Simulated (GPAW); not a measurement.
```
Se
1.0
     4.35517    0.00000    0.00000
    -2.17759    3.77169    0.00000
     0.00000    0.00000    4.94945
Se
3
Direct
  0.78300 0.78300 0.50000
  0.21700 0.00000 0.16667
  0.00000 0.21700 0.83333
```

Space group P3₂21; not relaxed (largest force 0.8 eV/Å); computed pressure about 3 GPa in this cell.

Computed with Kohn-Sham DFT of a periodic cell, r2SCAN with D3(BJ), GPAW PAW data sets (gpaw-data 1.2.1) (GPAW 26.7.0).

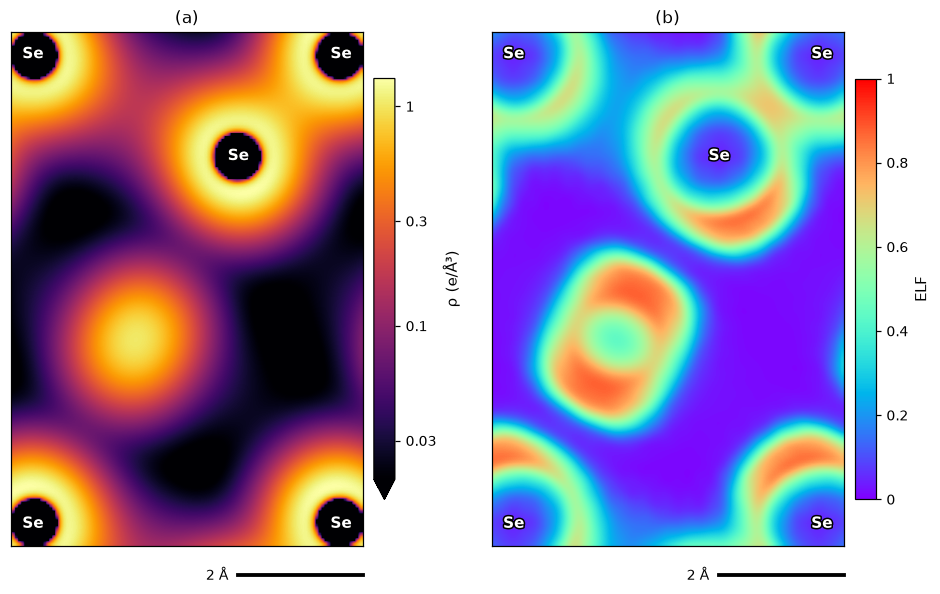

Se. (a) valence pseudo-density; (b) ELF on the (110) plane of the conventional cell.

Question: Describe what can be read from this map.

Answer: The plane passes through Se nuclei.
Atoms just off the plane (Se, 0.8 Å away) can leave unmarked features too.
Se–Se (2.32 Å): ρ is about 0.72 e/Å³ halfway; the ELF peaks at about 0.70 between the atoms.
Between the atoms the lowest density in this plane is 0.01 e/Å³.
The ELF also peaks beside Se, away from the bonds: lone-pair regions.

Question: Metal or insulator at this level of theory?

Answer: It is gapped, with a Kohn–Sham gap of 1.4 eV on the k-point mesh (the band edges may lie off the mesh, which would make the gap smaller).
